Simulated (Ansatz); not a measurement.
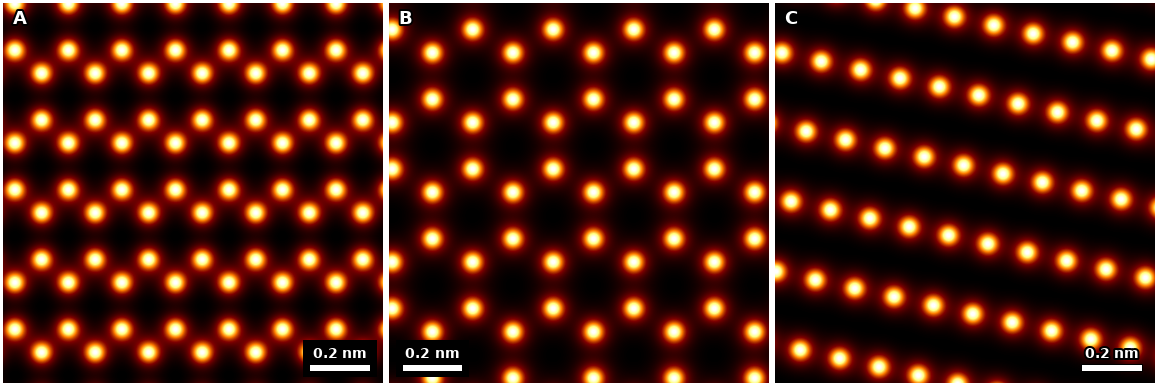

Three views of Mo (P6_3/mmc, No. 194) along different zone axes. Computed as the sum of neutral-atom potentials (tabulated electron scattering factors, B = 0.8 Å²) projected along the beam and smoothed by 0.25 Å; brighter is more positive. Model: the geometry relaxed at fixed volume with DFT PBE, spin-orbit coupling, plane waves, PAW in Ansatz; the starting structure was generated, so it need not be a known form of this composition.

```cif
data_structure
_symmetry_space_group_name_H-M 'P 1'
_symmetry_Int_Tables_number 1
_cell_length_a 2.7557
_cell_length_b 2.7557
_cell_length_c 4.9021
_cell_angle_alpha 90.000
_cell_angle_beta 90.000
_cell_angle_gamma 120.000
_cell_volume 32.24
loop_
_atom_site_label
_atom_site_type_symbol
_atom_site_fract_x
_atom_site_fract_y
_atom_site_fract_z
_atom_site_occupancy
Mo1 Mo 0.33333 0.66667 0.75000 1
Mo2 Mo 0.66667 0.33333 0.25000 1
```

Match the panels to the zone axes [001], [201] and [210].

A is [201]: projected cell 1.83 × 2.56 Å, 111°, plane group c2mm. B is [001]: projected cell 2.76 × 2.76 Å, 120°, plane group p6mm. C is [210]: projected cell 1.38 × 2.45 Å, 90°, plane group p2mm.
